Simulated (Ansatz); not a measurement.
## Single-point calculation of Bi2Se3

Bi2Se3 (slab, 5 atoms in the cell), computed with DFT, PBE, dispersion d3bj, plane waves, PAW, no spin polarisation (Ansatz 0.2.0).

Some settings of this run were made unusual or wrong on purpose. Figures and captions count atoms from 1; the log counts them from 0 in places.

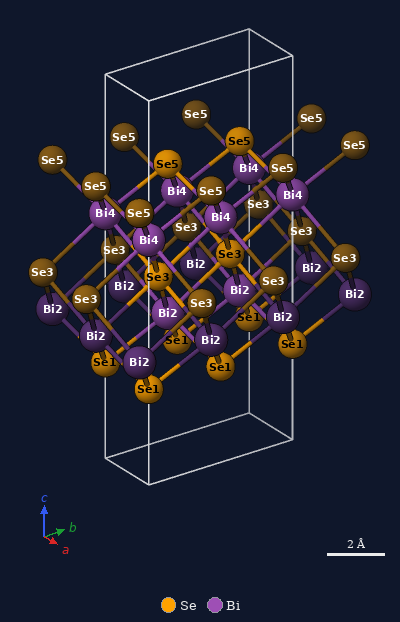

*The structure as given in the input (ball-and-stick view of the 1 × 2 repeat of the cell, with the vacuum cut short, seen slightly off an axis; neighbours outside the cell are drawn fainter; atoms are numbered from 1 in the order of the input).*

Near neighbours in the crystal (not all of them lie inside the picture): Se has 3 Bi at 2.86 Å; Bi has 6 Se at 2.86 to 3.07 Å; Se has 6 Bi at 3.07 Å.

What the run reported:

| quantity | value |
| --- | --- |
| outcome | converged |
| electrons treated | 78 |
| free energy | −41206.7119 eV |
| Fermi energy | −5.462 eV |
| gap on the k-point mesh | 0.98 eV |
| largest force (length of the vector) | 0.065 eV/Å |
| hardware | 8 threads of AMD EPYC (Zen 4), 64 GiB of memory available, shared host |
| wall time | 3.2 s (CPU time 21 s) |
| peak memory | 1.8 GiB |

Diagnosis:

The input was spoiled on purpose: a density cutoff under the waves' (`basis.ecutrho_ratio`). The density grid cannot represent the products of the waves. The program still converged, but the numbers can't be taken as results for the intended system. Warnings of the run: the cutoff is below the recommended one.

Input file:
```yaml
crystal:
  lattice:
    - [4.1243401375, 0.0, 0.0]
    - [-2.0621700688, 3.5717833329, 0.0]
    - [0.0, 0.0, 39.9783334071]
  atoms:
    - { symbol: Se, position: [0.0, 0.0, 0.4120030193] }
    - { symbol: Bi, position: [0.3333333333, 0.6666666667, 0.4515270371] }
    - { symbol: Se, position: [0.6666666667, 0.3333333333, 0.5] }
    - { symbol: Bi, position: [0.0, 0.0, 0.5484729629] }
    - { symbol: Se, position: [0.3333333333, 0.6666666667, 0.5879969807] }
  periodic: [true, true, false]
basis:
  ecutwfc: 420
  ecutrho_ratio: 1
kpoints:
  mp_grid: { grid: [9, 9, 1] }
hamiltonian:
  xc: pbe
  dispersion: d3bj
scf:
  occupations: { method: gaussian, width: 0.02 }
  max_iter: 80
output:
  forces: true
  eigenvalues: true
  stress: true
```

Command:
```bash
ansatz run input.yaml --threads 8 --pin off --max-ram 14336MiB --backend cpu --events-out ev --progress --plain --runs-dir out
```

Output:
```
Warning: basis.ecutrho_ratio = 1 (ecutrho = 420 eV) is below the records' recommended 1680 eV
settings of this run that can trade accuracy for cost: basis.ecutrho_ratio < 4. Do not mix this run's numbers with those of runs without the same settings; the input reference describes each key
Engine: ansatz 0.2.0, x86_64-unknown-linux-gnu
Pseudopotentials: kind: paw
Pseudopotential: Se, paw, valence charge 16, recommended cutoff 420 eV (normal), Se.paw.azcp
Pseudopotential: Bi, paw, valence charge 15, recommended cutoff 420 eV (normal), Bi.paw.azcp
Functional definition: PBE
  parameter kappa = 0.804
  parameter beta = 0.06672455060314922
  exchange = pbe_x(kappa = kappa, mu = beta*pi^2/3)
  correlation = pbe_c(beta = beta)
Crystal: 5 atoms, lattice volume = 588.931 Å³
Basis set: ecut = 420 eV, 11341 PW (Γ), exchange–correlation on 40×40×400 points (8 copies of the dense FFT grid, shifted against one another)
Bands: 47, of which v1, the nominal top of the filled ones, is band 39 counted from 1 (38 counted from 0)
Symmetry: 12 space group operations
Space group: P-3m1 (ITA 164), of the structure as read, at distance tolerance 8.4e-5 Å
k-points: 12 of 81
Non-local potential: Se, projectors of the file, l = 0: 2, l = 1: 2, l = 2: 3, l = 3: 1
Non-local potential: Bi, projectors of the file, l = 0: 2, l = 1: 2, l = 2: 2, l = 3: 2
PAW form: soft (Blöchl's): semilocal exchange-correlation on the pseudo side does not see the compensation charge
PAW one-centre angular grid: Se, 590 points (default); XC on 64 Gauss nodes
PAW one-centre angular grid: Bi, 590 points (default); XC on 64 Gauss nodes
Initial density: superposition of atomic densities (neutral atoms: chi_scale 0, normalization atom), corrected by the library's trained network
Initial wavefunctions: pseudopotential atomic-orbital guess
Functional: x = pbe(κ = 0.804, μ = 0.2195149727645171), c = pbe(β = 0.06672455060314922)
SCF iter   1: F=—  HF=-41206.705051 eV  |F-HF|=—  |Δ(HF+E_count)|=         —  Δρ=9.71e-4  dr2=9.07e-3  ethr=1.77e-3  ⟨swp⟩=14.9  Hψ=3143  notcnv=0
preconditioner: auto → Resta (q_TF=auto, 1.948 Å⁻¹)  ε∞=2.0  [insulator: Δε(μ)=0.969 eV  Ē_g=7.297 eV  σ=0.020 eV  W_gap=1.00  n_scr=90 (ndim 8)  ℏωp=7.2 eV  f_vac=0.536  D(μ)=0.00/eV (n_scr^D=0)  ε∞_Penn≈2.0  vacuum switching on, ρ_ref=3.9e-3 e/Å³]
SCF iter   2: F=—  HF=-41206.710454 eV  |F-HF|=—  |Δ(HF+E_count)|=   5.40e-3  Δρ=7.50e-4  dr2=1.42e-2  ethr=1.16e-5  ⟨swp⟩=4.6  Hψ=1547  notcnv=0  defer=19
SCF iter   3: F=—  HF=-41206.710174 eV  |F-HF|=—  |Δ(HF+E_count)|=   2.79e-4  Δρ=3.97e-4  dr2=2.18e-3  ethr=1.16e-5  ⟨swp⟩=2.6  Hψ=722  notcnv=0  defer=19
SCF iter   4: F=—  HF=-41206.711074 eV  |F-HF|=—  |Δ(HF+E_count)|=   9.00e-4  Δρ=1.84e-4  dr2=1.72e-4  ethr=2.79e-6  ⟨swp⟩=2.0  Hψ=755  notcnv=0  defer=19
SCF iter   5: F=—  HF=-41206.711468 eV  |F-HF|=—  |Δ(HF+E_count)|=   3.94e-4  Δρ=4.24e-5  dr2=6.44e-6  ethr=2.20e-7  ⟨swp⟩=3.0  Hψ=954  notcnv=0  defer=19
SCF iter   6: F=—  HF=-41206.711889 eV  |F-HF|=—  |Δ(HF+E_count)|=   4.21e-4  Δρ=1.77e-5  dr2=6.44e-7  ethr=8.25e-9  ⟨swp⟩=4.0  Hψ=1397  notcnv=0  defer=19
SCF iter   7: F=-41206.711896 eV  HF=-41206.711895 eV  |F-HF|=1.31e-6  |Δ(HF+E_count)|=   6.57e-6  Δρ=7.76e-6  dr2=7.78e-8  ethr=1.28e-10  ⟨swp⟩=18.4  Hψ=3369  notcnv=0
SCF 1 converged in 7 iterations: F = -41206.711896 eV  dr2 = 7.78e-8
  greatest PAW one-centre occupation: 1.000 electrons in one spin orbital (limit 2), on the Se atom at site 0 (counted from 0), in its partial waves of l = 2
```

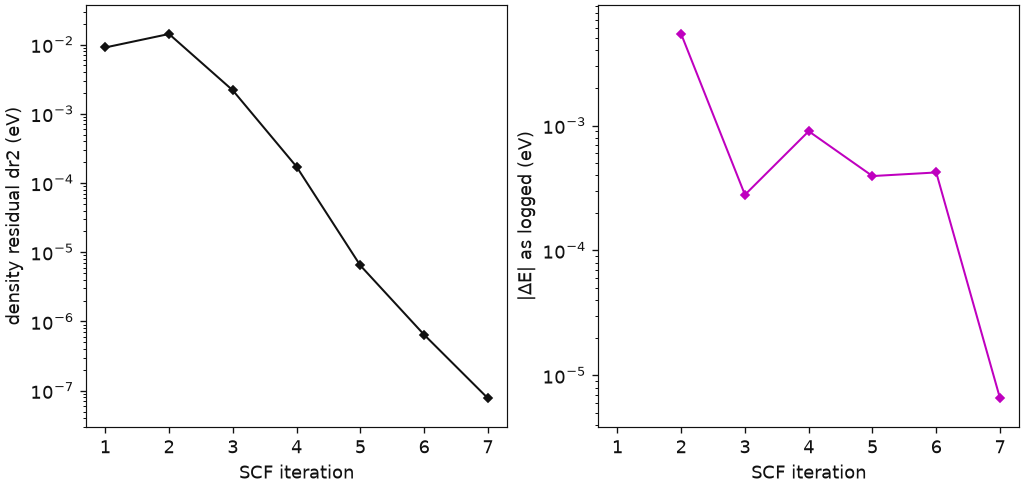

*Convergence of the self-consistent field: density residual dr2 and size of the energy change against the SCF iteration.*

The residual falls almost steadily, with no more than small rises.

```
SCF converged after 7 iterations
Free energy (F): -41206.711896 eV
Harris-Foulkes:  -41206.711895 eV  (|F-HF|=1.31e-6)
Internal energy: -41206.711896 eV  (E = F + TS)
E sigma→0 (E₀):  -41206.711896 eV
Fermi energy:    -5.461810 eV
--- Per-component energies (eV) ---
  E_band       = -2469.121585
  E_kinetic    = 958.599124
  E_local      = -272161.320742  (includes V_loc(G=0)·N_el)
  E_nonlocal   = -665.575853
  E_hartree    = 134952.399465
  E_xc         = -617.062482
  E_vxc        = -584.822042  (∫ρ·V_xc dr)
  E_paw        = -27058.368664  (= ΣΔE_a)
  E_vpaw       = 86.426601  (= ΣTr[D̂ρ^β])
  E_aug_tail   = -7.212377  (compensation charges beyond the density's cutoff)
  E_ewald      = 123393.423426
  E_disp       = -1.593793  (pairwise vdW)
  E_smearing   = -0.000000  (= −TS)
  E_closure    = -0.000000  (closes the sum)
  Σ components = -41206.711896   (vs F -41206.711896, Δ=0.00e0)
--- Forces (eV/Å), atoms counted from 1 ---
  atom   1  Se    -0.00000000    -0.00000000     0.06517107
  atom   2  Bi     0.00000000     0.00000000     0.03739151
  atom   3  Se     0.00000000     0.00000000     0.00000000
  atom   4  Bi    -0.00000000    -0.00000000    -0.03739151
  atom   5  Se     0.00000000     0.00000000    -0.06517107
  max |Σ_I F_I| component: 2.54e-17 eV/Å
--- 2D stress c σ (N/m, compression-positive) ---
       11.142307       0.000000       0.000000
        0.000000      11.142307       0.000000
        0.000000       0.000000       0.000000
  P = ½ c Tr σ = 11.1423 N/m
--- Band table (eV; the first three rows and the last of 12) ---
  k-point 0: bands = ["-52.8428", "-52.8428", "-52.8428", "-52.8428", "-52.8322", "-52.8313", "-52.8313", "-52.8313", "-52.8313", "-52.8301", "-52.8301", "-52.8246", "-52.8246", "-52.7918", "-52.7918", "-28.5615", "-28.5615", "-28.5589", "-28.5589", "-28.5483", "-28.5459", "-28.5452", "-28.5452", "-28.5435", "-28.5435", "-19.6796", "-19.1354", "-18.0073", "-15.1134", "-13.9215", "-7.7035", "-7.2062", "-7.2062", "-6.9451", "-6.9451", "-6.6873", "-6.5853", "-6.5853", "-6.3046", "-4.9741", "-3.7564", "-3.7564", "-3.2247", "-2.7606", "-2.7606", "-0.8727", "-0.8662"]
  k-point 1: bands = ["-52.8428", "-52.8428", "-52.8427", "-52.8427", "-52.8322", "-52.8313", "-52.8313", "-52.8313", "-52.8313", "-52.8301", "-52.8301", "-52.8246", "-52.8246", "-52.7918", "-52.7918", "-28.5623", "-28.5604", "-28.5597", "-28.5575", "-28.5490", "-28.5471", "-28.5444", "-28.5438", "-28.5437", "-28.5418", "-19.5678", "-19.0313", "-17.9502", "-15.1431", "-14.0891", "-8.1935", "-7.7106", "-7.5097", "-7.4881", "-7.1865", "-7.0938", "-6.5388", "-6.2174", "-6.0034", "-4.4370", "-3.8260", "-3.5690", "-3.1326", "-2.5829", "-2.3889", "-0.7275", "-0.7084"]
  k-point 2: bands = ["-52.8428", "-52.8428", "-52.8427", "-52.8427", "-52.8322", "-52.8313", "-52.8313", "-52.8313", "-52.8313", "-52.8300", "-52.8300", "-52.8246", "-52.8246", "-52.7918", "-52.7918", "-28.5650", "-28.5624", "-28.5593", "-28.5558", "-28.5554", "-28.5526", "-28.5395", "-28.5382", "-28.5380", "-28.5362", "-19.2419", "-18.7340", "-17.8066", "-15.2778", "-14.5558", "-9.2812", "-8.4299", "-8.1574", "-8.0168", "-7.4514", "-7.2086", "-6.6918", "-6.5698", "-5.9503", "-4.2143", "-3.2811", "-3.2617", "-2.6338", "-2.1673", "-1.8463", "-0.5225", "-0.2910"]
  k-point 11: bands = ["-52.8427", "-52.8427", "-52.8427", "-52.8427", "-52.8321", "-52.8313", "-52.8313", "-52.8313", "-52.8313", "-52.8300", "-52.8300", "-52.8247", "-52.8247", "-52.7917", "-52.7917", "-28.5696", "-28.5680", "-28.5680", "-28.5620", "-28.5430", "-28.5430", "-28.5375", "-28.5341", "-28.5300", "-28.5300", "-17.7046", "-17.5752", "-17.5752", "-16.2266", "-16.2266", "-10.2365", "-9.6915", "-9.6915", "-9.1772", "-8.2287", "-8.2287", "-7.2739", "-6.3523", "-6.3523", "-3.6360", "-2.8336", "-2.8336", "-1.5811", "-1.1041", "-1.1041", "1.3686", "1.3686"]
settings of this run that can trade accuracy for cost: basis.ecutrho_ratio < 4. Do not mix this run's numbers with those of runs without the same settings; the input reference describes each key
```
